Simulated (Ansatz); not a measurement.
A structure file:

```
Ba Ti O
1.0
     3.97759    5.63418    0.00000
     3.97759   -5.63418    0.00000
    -3.97759    0.00000   -5.63699
Ba Ti O
4 4 12
Cartesian
  0.0000 0.0000 0.0000
  3.9776 0.0000 0.0000
  0.0000 -2.8171 -2.8185
  0.0000 2.8171 -2.8185
  1.9888 0.0000 -2.8449
  -1.9888 0.0000 -2.8449
  1.9888 2.8171 -0.0264
  1.9888 -2.8171 -0.0264
  1.9888 -1.4005 -4.1899
  1.9888 4.2336 -4.1899
  1.9888 1.4165 -1.3714
  5.9664 1.4165 -1.3714
  1.9888 1.4005 -4.1899
  1.9888 -4.2336 -4.1899
  5.9664 -1.4165 -1.3714
  1.9888 -1.4165 -1.3714
  0.0000 0.0000 -2.7879
  3.9776 0.0000 -2.7879
  0.0000 -2.8171 -5.6064
  0.0000 2.8171 -5.6064
```

Question: Interpret the file: composition, symmetry and coordination.

Answer: The structure is one of BaTiO$_{3}$. Strictly the space group is Amm2 (No. 38, within 0.01 Å). It is a distorted form of a primitive cubic structure, space group Pm-3m (No. 221) within 0.25 Å: cubic perovskite. One cell contains 4 Ba, 4 Ti, 12 O, 20 atoms in all. The polyhedra are TiO6 octahedra; they share corners. About every Ba there are twelve O in a cuboctahedral arrangement at 2.79 to 2.85 Å. Ti is surrounded by six O in an octahedral arrangement at 1.94 to 2.04 Å. Each O is bonded to four Ba and two Ti in a distorted octahedral arrangement (2.79 to 2.85 Å to Ba, 1.94 to 2.04 Å to Ti). The bonds build a three-dimensional framework.

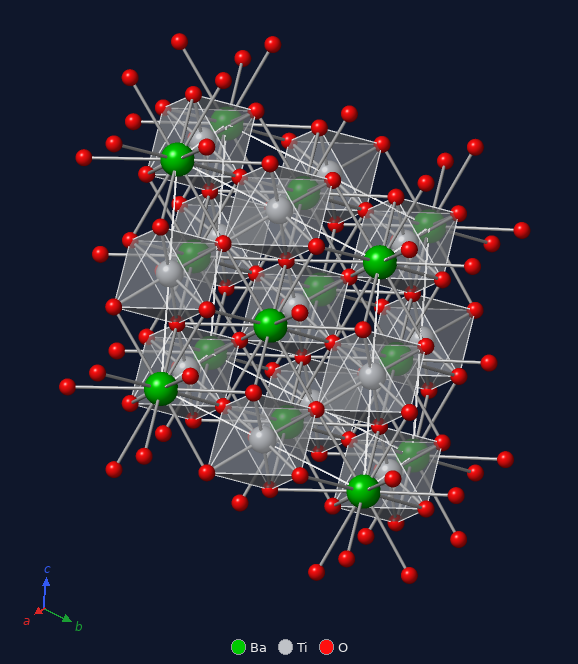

Polyhedral model, viewed slightly off an axis. The parallelepiped is the unit cell. Some neighbours outside the box are added. Colours: barium green, titanium light grey, oxygen red.

Source of the structure: a structure listed in the Materials Project. Earlier steps of the study may have refined or changed the cell and positions. A calculation with Ansatz used it as input.
